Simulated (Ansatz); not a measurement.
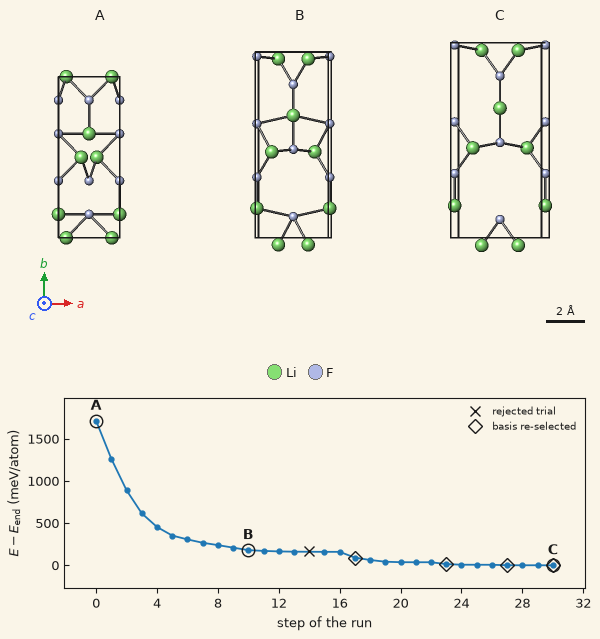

Frames of a relaxation of crystalline LiF (a generated structure, set up in C2) (coarse preliminary run), marked on the history of the run. A ball-and-stick model of the conventional cell (2 times the calculation's cell), seen along the c axis. Lengths and directions refer to the drawn axes.

These are results of DFT PBE, scalar-relativistic, plane waves, PAW (Ansatz 0.2.0), not measurements. (plane-wave cutoff 420 eV; k-point mesh 6 × 6 × 6; occupations gaussian; smearing width 0.1 eV; no spin polarisation; cell and atoms relaxed; force threshold 0.04 eV/Å; at most 70 steps)

What happens along the run?

Answer. Over 25 accepted moves (30 points after the start) the energy falls by 1714 meV per atom. Largest force component: 8 eV/Å at the start, 0.0077 eV/Å at the end. Pressure: 37.59 GPa at the start and 0.09 GPa at the end. The line search rejected the trial step at point 14 of the run. At 4 points the geometry stayed and the basis and grid were re-selected for the new cell (energy shift of 68.6 meV per atom at most each time). The atom that moves furthest relative to the cell is an F atom (1.41 Å along +b). Largest moves by element: F 1.41 Å, Li 0.98 Å. The drawn cell changes as follows: a 3.713 → 5.149 Å (+38.7 %), b 8.667 → 10.488 Å (+21.0 %), c 4.003 → 3.053 Å (−23.7 %), β 117.6° → 116.4°; the volume changes by +29.4 %. Some distances before and after: Li–Li 2.546 → 4.110 Å, F–Li 3.102 → 1.910 Å, Li–Li 1.794 → 2.968 Å, F–Li 1.857 → 2.679 Å. New bonds form: F–Li (2.53 → 1.85 Å), F–Li (3.10 → 1.91 Å). Bonds break: F–Li (1.86 → 2.68 Å). Among the angles between lasting bonds that change: Li–F–Li 90.4° → 164.0°, F–Li–F 62.3° → 104.2°, F–Li–F 121.9° → 91.8°. The space group stays C2 (No. 5). Cost: 4.3 min on 1 thread of Arm Neoverse V2 (shared host), peak memory 0.41 GiB. From step 0 to 10: an F atom moves most (1.22 Å), volume +9.1 %, energy −1534 meV per atom. From step 10 to 30: an F atom moves most (0.21 Å), volume +18.6 %, energy −180 meV per atom.

```tsv
step	E − E(0), meV/atom	largest force component, eV/Å	pressure, GPa	volume, Å³/atom	note
0	0.00	8.0220	37.59	9.511	
1	-450.40	4.7722	22.97	10.335	
2	-824.03	3.6765	16.20	10.928	
3	-1097.80	2.4658	9.90	11.594	
4	-1258.98	2.1218	3.05	12.255	
5	-1360.67	1.3186	3.10	12.136	
6	-1406.43	1.2099	1.50	12.153	
7	-1446.25	0.5032	-1.18	12.089	
8	-1474.04	0.4878	-0.57	11.548	
9	-1504.03	0.5089	-1.28	11.001	
10	-1533.68	0.4836	-0.52	10.377	
11	-1542.62	0.1944	-3.34	10.245	
12	-1548.85	0.2049	3.18	9.540	
13	-1551.94	0.1569	1.24	9.991	
14	-1549.15	0.2011	-3.00	10.131	rejected
15	-1553.80	0.0517	0.20	9.981	
16	-1553.89	0.0123	-0.07	9.985	
17	-1622.54	0.0179	7.80	9.985	same geometry, new basis
18	-1650.58	0.0596	5.03	10.424	
19	-1671.00	0.0661	2.26	10.942	
21	-1677.21	0.0481	0.27	11.293	
22	-1677.11	0.0080	-0.05	11.346	
23	-1698.92	0.0068	1.91	11.346	same geometry, new basis
24	-1706.52	0.0382	0.97	11.663	
25	-1706.92	0.0315	-0.07	12.086	
26	-1707.31	0.0265	0.09	12.044	
27	-1712.54	0.0252	0.44	12.044	same geometry, new basis
28	-1713.11	0.0137	0.13	12.224	
29	-1712.94	0.0077	0.02	12.302	
30	-1714.06	0.0077	0.09	12.302	same geometry, new basis
```
